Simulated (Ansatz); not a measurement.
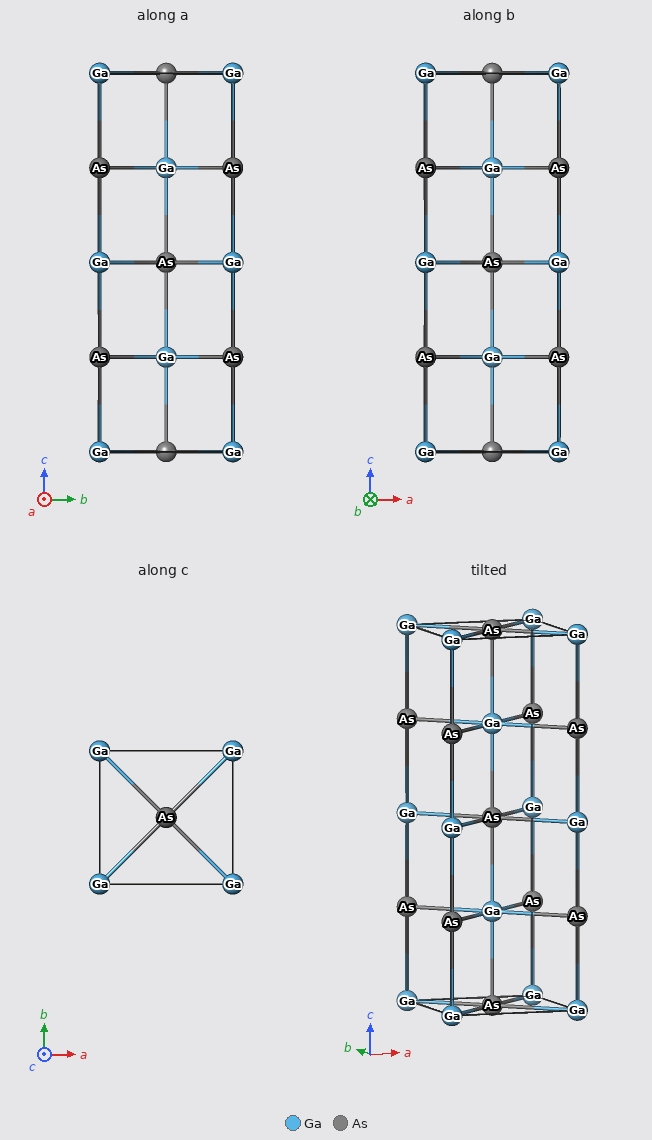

The figure gives a ball-and-stick picture of the atoms, viewed along the a axis, along the b axis, along the c axis and slightly off an axis. Atoms at the boundary of the unit cell (the box) are drawn once for each face, edge or corner they touch.

Lattice parameters: a = 3.8058 Å, b = 3.8058 Å, c = 10.8203 Å, α = 90.000°, β = 90.000°, γ = 90.000°.

**Transcribe the picture into a CIF in P1 with every atom of the cell.**

```cif
data_structure
_symmetry_space_group_name_H-M 'P 1'
_symmetry_Int_Tables_number 1
_cell_length_a 3.8058
_cell_length_b 3.8058
_cell_length_c 10.8203
_cell_angle_alpha 90.000
_cell_angle_beta 90.000
_cell_angle_gamma 90.000
_cell_volume 156.73
loop_
_atom_site_label
_atom_site_type_symbol
_atom_site_fract_x
_atom_site_fract_y
_atom_site_fract_z
_atom_site_occupancy
Ga1 Ga 0.0000 0.0000 0.0000 1
Ga2 Ga 0.5003 0.5003 0.2500 1
Ga3 Ga 0.5003 0.4997 0.7500 1
Ga4 Ga 0.0006 0.0000 0.5000 1
As1 As 0.0003 0.0002 0.2500 1
As2 As 0.5001 0.5000 0.0000 1
As3 As 0.5005 0.5000 0.5000 1
As4 As 0.0003 0.9998 0.7500 1
```

The cell started as a structure type filled with these elements by a generator (whether the compound takes this form wasn't checked). Cell shown after relaxation with DFT PBE, scalar-relativistic, plane waves, PAW in Ansatz 0.2.0.
